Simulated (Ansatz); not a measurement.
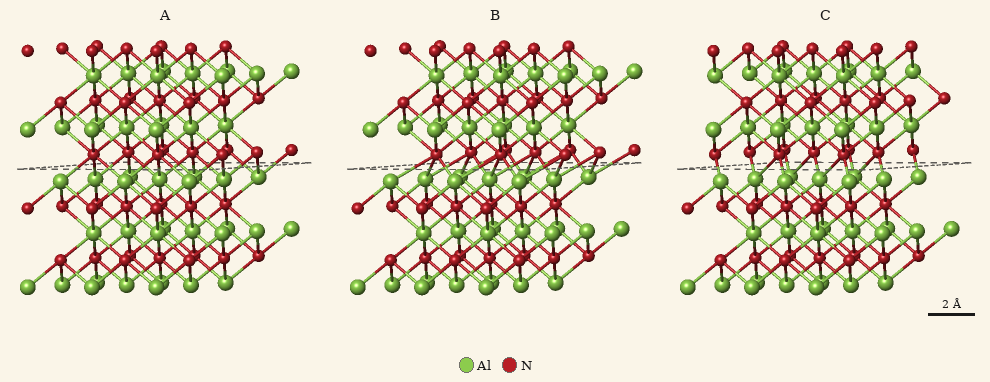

Frames of a one-coordinate scan of crystalline AlN (Fm-3m). Style: ball-and-stick. Shown: the layers on both sides of the dashed plane, from the side, nearly along that plane.

The calculation used DFT PBEsol, scalar-relativistic, plane waves, PAW (Ansatz 0.2.0). Settings: plane-wave cutoff 420 eV; k-point mesh 9 × 9 × 2; occupations gaussian; smearing width 0.05 eV; no spin polarisation. Energies (free energies at the smearing named) are counted from the relaxed crystal.

> Which coordinate changes from frame to frame?

The crystal above a cut along the (1 1 1) plane of the conventional cell (between a plane of Al below and one of N above, 1.17 Å apart) is slid rigidly by fractions of an in-plane lattice vector 2.86 Å long (a generalised stacking fault). In the frames the slip is 0.00 (A), 0.20 (B), 0.40 (C). One cut stands in each cell, which starts 14.0 Å high; nothing is relaxed, and the dashed outline marks the cut. Their energies are 0 mJ/m², 2131 mJ/m², 8023 mJ/m².
